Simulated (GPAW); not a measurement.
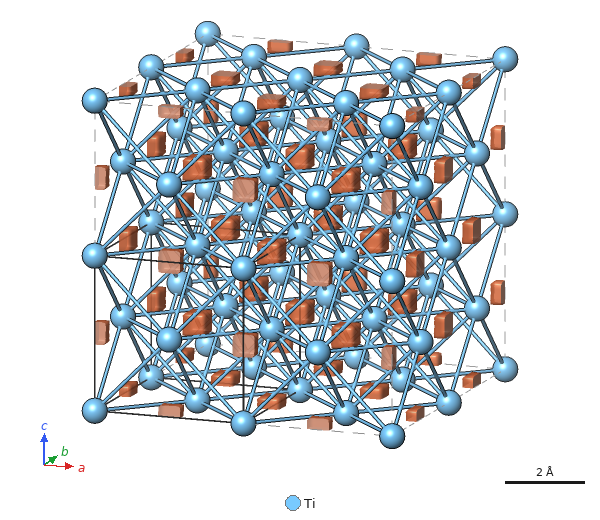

The orange surface encloses the points that the centre of a probe sphere of radius 0.30 Å can occupy in Ti (Fm-3m, No. 225), computed on a grid of about 0.11 Å (2×2×2 cells shown, view slightly off an axis; pale faces close the region where the box cuts it).

Atoms are hard spheres with touching radii (half the shortest distance): Ti 1.44 Å.

The cell is taken from an entry of the Crystallography Open Database, as set up for an electronic-structure calculation.

```cif
data_structure
_symmetry_space_group_name_H-M 'P 1'
_symmetry_Int_Tables_number 1
_cell_length_a 4.0600
_cell_length_b 4.0600
_cell_length_c 4.0600
_cell_angle_alpha 90.000
_cell_angle_beta 90.000
_cell_angle_gamma 90.000
_cell_volume 66.92
loop_
_atom_site_label
_atom_site_type_symbol
_atom_site_fract_x
_atom_site_fract_y
_atom_site_fract_z
_atom_site_occupancy
Ti1 Ti 0.00000 0.00000 0.00000 1
Ti2 Ti 0.00000 0.50000 0.50000 1
Ti3 Ti 0.50000 0.00000 0.50000 1
Ti4 Ti 0.50000 0.50000 0.00000 1
```

Q: Is the space open to the probe made of pockets or channels?

A: They are isolated pockets that do not connect across cells.

Q: What share of the cell can the probe's centre reach?

A: About 1.5 % of the volume (1 Å³ of 66.9 Å³).

Q: Give the largest included and the largest free sphere.

A: The largest sphere that fits anywhere has a diameter of 1.19 Å; the largest that can travel through the crystal, about 0.4 Å.

Q: How does the connectivity change as the probe shrinks?

A: Below a radius of about 0.22 Å the space forms a three-dimensional network. These are grid estimates, good to about 0.05 Å.
